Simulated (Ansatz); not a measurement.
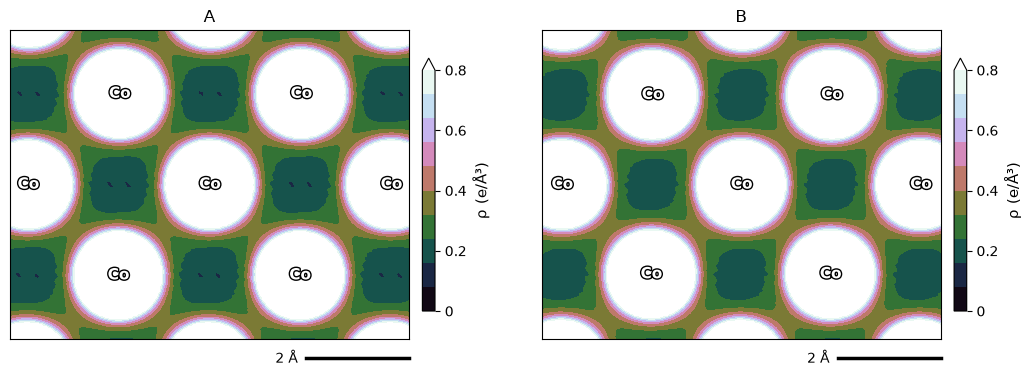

Co. The valence pseudo-density of two cells that differ in size, on the (11̄0) plane of each (indices in the axes of the calculation cell), at one length scale and on one colour scale: A has 11.8 Å³ an atom and B 11.3.

The calculation used Ansatz 0.2.0, DFT, PBE, plane waves (420 eV) with PAW, scalar-relativistic.

The density is the valence pseudo-density of a PAW calculation; it isn't the true density close to the nuclei.

### What does the compression do to the bonding and the properties?

From the larger cell to the smaller, Co–Co goes from 2.48 to 2.45 Å, and the density at its midpoint from 0.33 to 0.35 e/Å³; the pressure goes from −15 to −8 GPa.
